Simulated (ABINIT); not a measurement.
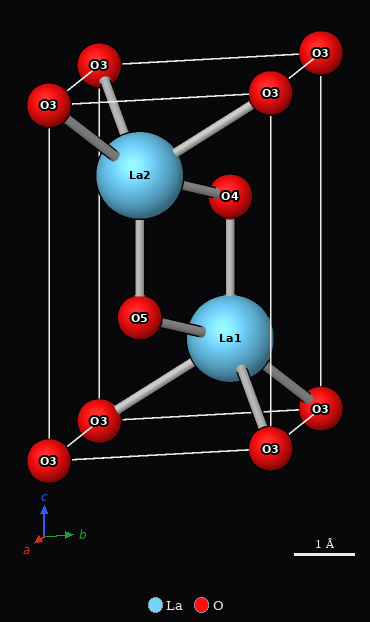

The structure as given in the input (ball-and-stick view of the cell of the calculation, seen slightly off an axis; atoms are numbered from 1 in the order of the input). An atom can appear more than once, as a periodic image. Near neighbours in the periodic cell (some may lie outside the picture): La has 7 O at 2.36 to 2.72 Å; O has 6 La at 2.72 Å; O has 4 La at 2.36 to 2.44 Å.

Run report: La2O3, dielectric calculation (part 1 of 2)

System: La2O3 (P-3m1, 5 atoms in the cell).
Method: Kohn-Sham DFT of a periodic cell, PBE, PseudoDojo NC SR PBE v0.4.1 standard (ABINIT 10.8.3).

The structure derives from a Materials Project entry. The run did not end well.

### Input file
```
# Datasets
ndtset 3

# Pseudopotentials
pp_dirpath "./"
pseudos "La.upf, O.upf"

# Structure
acell 3.930777878 3.930777878 6.11195352 Angstrom
rprim
     1.0000000000     0.0000000000     0.0000000000
    -0.5000000000     0.8660254038     0.0000000000
     0.0000000000     0.0000000000     1.0000000000
ntypat 2
znucl 57 8
natom 5
typat 1 1 2 2 2
xred
            1/3            2/3   0.2462356800
            2/3            1/3   0.7537643200
            0.0            0.0            0.0
            1/3            2/3   0.6458906500
            2/3            1/3   0.3541093500

# Plane-wave basis
ecut 62.0

# k points
ngkpt 4 4 4
nshiftk 1
shiftk 0.0 0.0 0.5

# Exchange and correlation
ixc 11

# Bands and occupations
nband 20
occopt 1

# SCF cycle
nstep 80
diemac 6.0

# Output
prteig 0
prtebands 0
prtwf 0
prtden 0
prtpot 0

# Dataset 1: ground state
kptopt1 1
tolvrs1 1.0e-15
prtwf1 1

# Dataset 2: derivatives of the wave functions by k
iscf2 -3
rfelfd2 2
rfdir2 1 1 1
getwfk2 1
kptopt2 2
nqpt2 1
qpt2 0.0 0.0 0.0
tolwfr2 1.0e-18
prtwf2 1

# Dataset 3: response at q = 0 to electric field
rfelfd3 3
rfdir3 1 1 1
getwfk3 1
getddk3 2
kptopt3 2
nqpt3 1
qpt3 0.0 0.0 0.0
tolvrs3 1.0e-9
```

Hardware: 4 threads of AMD EPYC 7571, 64 GiB of memory available, shared host.

Launch command:
```bash
mpirun --bind-to none -np 4 abinit run.abi > log 2>&1
```

### Log
```
.Version 10.8.3 of ABINIT
 DATASET    1 : space group P-3 m 1 (#164); Bravais hP (primitive hexag.)
================================================================================
 Values of the parameters that define the memory need for DATASET  1.
     intxc =       0    ionmov =       0      iscf =       7    lmnmax =       8
     lnmax =       8     mgfft =      90  mpssoang =       4    mqgrid =    4094
     natom =       5  nloc_mem =       1    nspden =       1   nspinor =       1
    nsppol =       1      nsym =      12    n1xccc =    2501    ntypat =       2
    occopt =       1   xclevel =       2
       mpw =       12923          nfft =      262440          nkpt =          10
================================================================================
================================================================================

 DATASET    2 : space group P-3 m 1 (#164); Bravais hP (primitive hexag.)
================================================================================
 Values of the parameters that define the memory need for DATASET  2 (RF).
     intxc =       0      iscf =      -3    lmnmax =       8     lnmax =       8
     mgfft =      90  mpssoang =       4    mqgrid =    4094     natom =       5
  nloc_mem =       1    nspden =       1   nspinor =       1    nsppol =       1
      nsym =      12    n1xccc =    2501    ntypat =       2    occopt =       1
   xclevel =       2
      nfft =      262440          nkpt =          32
================================================================================
================================================================================

 DATASET    3 : space group P-3 m 1 (#164); Bravais hP (primitive hexag.)
================================================================================
 Values of the parameters that define the memory need for DATASET  3 (RF).
     intxc =       0      iscf =       7    lmnmax =       8     lnmax =       8
     mgfft =      90  mpssoang =       4    mqgrid =    4094     natom =       5
  nloc_mem =       1    nspden =       1   nspinor =       1    nsppol =       1
      nsym =      12    n1xccc =    2501    ntypat =       2    occopt =       1
   xclevel =       2
      nfft =      262440          nkpt =          32
================================================================================
================================================================================

--------------------------------------------------------------------------------
------------- Echo of variables that govern the present computation ------------
--------------------------------------------------------------------------------
 -outvars: echo values of preprocessed input variables --------
            acell      7.4280936512E+00  7.4280936512E+00  1.1549918247E+01 Bohr
              amu      1.38905500E+02  1.59994000E+01
           diemac      6.00000000E+00
             ecut      6.20000000E+01 Hartree
           getddk1          0
           getddk2          0
           getddk3          2
           getwfk1          0
           getwfk2          1
           getwfk3          1
             iscf1          7
             iscf2         -3
             iscf3          7
              ixc          11
           jdtset        1    2    3
           kptopt1          1
           kptopt2          2
           kptopt3          2
         kptrlatt        4    0    0      0    4    0      0    0    4
          kptrlen      2.97123746E+01
            natom           5
            nband1         20
            nband2         20
            nband3         20
           ndtset           3
            ngfft          54      54      90
             nkpt1         10
             nkpt2         32
             nkpt3         32
             nqpt1          0
             nqpt2          1
             nqpt3          1
            nstep          80
             nsym          12
           ntypat           2
        optdriver1          0
        optdriver2          1
        optdriver3          1
           prtden           0
        prtebands           0
           prteig           0
            prtwf1          1
            prtwf2          1
            prtwf3          0
           rfelfd1          0
           rfelfd2          2
           rfelfd3          3
            rprim      1.0000000000E+00  0.0000000000E+00  0.0000000000E+00
                      -5.0000000000E-01  8.6602540380E-01  0.0000000000E+00
                       0.0000000000E+00  0.0000000000E+00  1.0000000000E+00
           shiftk      0.00000000E+00  0.00000000E+00  5.00000000E-01
          spgroup         164
           tolvrs1     1.00000000E-15
           tolvrs2     0.00000000E+00
           tolvrs3     1.00000000E-09
           tolwfr1     0.00000000E+00
           tolwfr2     1.00000000E-18
           tolwfr3     0.00000000E+00
            typat      1  1  2  2  2
           xangst      2.8533604564E-16  2.2694356660E+00  1.5049810311E+00
                       1.9653889390E+00  1.1347178330E+00  4.6069724889E+00
                       0.0000000000E+00  0.0000000000E+00  0.0000000000E+00
                       2.8533604564E-16  2.2694356660E+00  3.9476536318E+00
                       1.9653889390E+00  1.1347178330E+00  2.1642998882E+00
            xcart      5.3920698010E-16  4.2886118692E+00  2.8440019735E+00
                       3.7140468256E+00  2.1443059346E+00  8.7059162736E+00
                       0.0000000000E+00  0.0000000000E+00  0.0000000000E+00
                       5.3920698010E-16  4.2886118692E+00  7.4599842041E+00
                       3.7140468256E+00  2.1443059346E+00  4.0899340430E+00
             xred      3.3333333333E-01  6.6666666667E-01  2.4623568000E-01
                       6.6666666667E-01  3.3333333333E-01  7.5376432000E-01
                       0.0000000000E+00  0.0000000000E+00  0.0000000000E+00
                       3.3333333333E-01  6.6666666667E-01  6.4589065000E-01
                       6.6666666667E-01  3.3333333333E-01  3.5410935000E-01
            znucl       57.00000    8.00000

================================================================================

 chkinp: Checking input parameters for consistency, jdtset=   1.

 chkinp: Checking input parameters for consistency, jdtset=   2.

 chkinp: Checking input parameters for consistency, jdtset=   3.

================================================================================
== DATASET  1 ==================================================================

--- !DatasetInfo
iteration_state: {dtset: 1, }
dimensions: {natom: 5, nkpt: 10, mband: 20, nsppol: 1, nspinor: 1, nspden: 1, mpw: 12923, }
cutoff_energies: {ecut:  62.0, pawecutdg:  -1.0, }
electrons: {nelect:   4.00000000E+01, charge:   0.00000000E+00, occopt:   1.00000000E+00, tsmear:   1.00000000E-02, }
meta: {optdriver: 0, ionmov: 0, optcell: 0, iscf: 7, paral_kgb: 0, }
...

 Exchange-correlation functional for the present dataset will be:
  GGA: Perdew-Burke-Ernzerhof functional - ixc=11
  J.P.Perdew, K.Burke, M.Ernzerhof, PRL 77, 3865 (1996)

 Real(R)+Recip(G) space primitive vectors, cartesian coordinates (Bohr,Bohr^-1):
 R(1)=  7.4280937  0.0000000  0.0000000  G(1)=  0.1346240  0.0777252  0.0000000
 R(2)= -3.7140468  6.4329178  0.0000000  G(2)=  0.0000000  0.1554505  0.0000000
 R(3)=  0.0000000  0.0000000 11.5499182  G(3)=  0.0000000  0.0000000  0.0865807
 Unit cell volume ucvol=  5.5190494E+02 bohr^3
 Angles (23,13,12)=  9.00000000E+01  9.00000000E+01  1.20000000E+02 degrees

 getcut: wavevector=  0.0000  0.0000  0.0000  ngfft=  54  54  90
         ecut(hartree)=     62.000   => boxcut(ratio)=   2.05142

--- Pseudopotential description ------------------------------------------------
- pspini: atom type   1  psp file is ./La.upf
  57.00000  11.00000  171031                  znucl, zion, pspdat
12 -101130 3 -1 1812                          pspcod,pspxc,lmax,lloc,mmax
     nproj     2     2     2     2

- pspini: atom type   2  psp file is ./O.upf
   8.00000   6.00000  171031                  znucl, zion, pspdat
12 -101130 2 -1 936                           pspcod,pspxc,lmax,lloc,mmax
     nproj     2     2     1     0

   3.13030709E+03                                ecore*ucvol(ha*bohr**3)
--------------------------------------------------------------------------------

================================================================================

--- !BeginCycle
iteration_state: {dtset: 1, }
solver: {iscf: 7, nstep: 80, nline: 4, wfoptalg: 0, }
tolerances: {tolvrs: 1.00E-15, }
...

     iter   Etot(hartree)      deltaE(h)  residm     vres2
 ETOT  1  -119.67140206338    -1.197E+02 1.632E-01 2.530E+03
 ETOT  2  -119.80467252475    -1.333E-01 3.397E-03 5.304E+03
 ETOT  3  -120.18588976119    -3.812E-01 4.737E-03 2.568E+02
 ETOT  4  -120.21029319545    -2.440E-02 2.792E-04 5.478E+00
 ETOT  5  -120.20796431542     2.329E-03 1.352E-04 3.782E+01
 ETOT  6  -120.21159564986    -3.631E-03 4.734E-05 2.704E+00
 ETOT  7  -120.21199095535    -3.953E-04 3.218E-05 2.394E-01
 ETOT  8  -120.21201898035    -2.802E-05 3.184E-06 3.905E-01
 ETOT  9  -120.21209100636    -7.203E-05 2.387E-06 1.391E-02
 ETOT 10  -120.21209729985    -6.293E-06 6.130E-07 2.326E-02
 ETOT 11  -120.21210008894    -2.789E-06 3.325E-07 3.271E-02
 ETOT 12  -120.21210396488    -3.876E-06 1.261E-07 4.905E-03
 ETOT 13  -120.21210303632     9.286E-07 4.820E-08 1.537E-02
 ETOT 14  -120.21210422521    -1.189E-06 1.512E-08 4.848E-03
 ETOT 15  -120.21210476521    -5.400E-07 1.319E-08 2.718E-04
 ETOT 16  -120.21210459572     1.695E-07 3.960E-09 1.704E-03
 ETOT 17  -120.21210477262    -1.769E-07 1.375E-09 3.520E-04
 ETOT 18  -120.21210480834    -3.572E-08 1.155E-09 6.217E-05
 ETOT 19  -120.21210481703    -8.689E-09 3.861E-10 8.620E-07
 ETOT 20  -120.21210481620     8.252E-10 1.706E-10 1.923E-05
 ETOT 21  -120.21210481795    -1.748E-09 2.508E-11 1.544E-06
 ETOT 22  -120.21210481811    -1.591E-10 2.378E-11 4.952E-07
 ETOT 23  -120.21210481813    -1.818E-11 3.506E-12 4.549E-07
 ETOT 24  -120.21210481817    -3.878E-11 1.359E-12 5.947E-08
 ETOT 25  -120.21210481818    -9.308E-12 8.576E-13 7.120E-09
 ETOT 26  -120.21210481817     2.686E-12 1.281E-13 6.504E-08
 ETOT 27  -120.21210481818    -4.476E-12 6.081E-14 1.903E-08
 ETOT 28  -120.21210481818     1.293E-12 5.105E-14 9.032E-09
 ETOT 29  -120.21210481818    -1.023E-12 5.992E-15 7.610E-09
 ETOT 30  -120.21210481818    -9.379E-13 5.974E-15 9.433E-10
 ETOT 31  -120.21210481818     1.464E-12 4.603E-15 3.017E-10
 ETOT 32  -120.21210481817     2.998E-12 4.222E-16 8.910E-11
 ETOT 33  -120.21210481818    -2.800E-12 2.202E-16 1.538E-12
 ETOT 34  -120.21210481818    -1.151E-12 5.177E-17 1.121E-11
 ETOT 35  -120.21210481817     5.926E-12 2.540E-17 2.966E-13
 ETOT 36  -120.21210481818    -4.121E-12 1.148E-17 4.664E-15
 ETOT 37  -120.21210481818     1.151E-12 2.950E-18 4.289E-13
 ETOT 38  -120.21210481818    -4.405E-12 1.588E-18 1.041E-13
 ETOT 39  -120.21210481817     7.191E-12 5.493E-19 1.595E-13
 ETOT 40  -120.21210481818    -3.752E-12 2.495E-19 1.517E-14
 ETOT 41  -120.21210481818    -2.643E-12 2.114E-19 2.629E-15
 ETOT 42  -120.21210481818     1.947E-12 2.280E-20 1.079E-14
 ETOT 43  -120.21210481818     9.237E-13 1.652E-20 6.328E-15
 ETOT 44  -120.21210481818    -3.851E-12 2.729E-21 2.885E-15
 ETOT 45  -120.21210481818     2.174E-12 2.338E-21 8.505E-16

 At SCF step   45       vres2   =  8.51E-16 < tolvrs=  1.00E-15 =>converged.

 Cartesian components of stress tensor (hartree/bohr^3)
  sigma(1 1)= -4.66752485E-05  sigma(3 2)=  0.00000000E+00
  sigma(2 2)= -4.66752489E-05  sigma(3 1)=  0.00000000E+00
  sigma(3 3)= -5.87457136E-05  sigma(2 1)=  0.00000000E+00
```
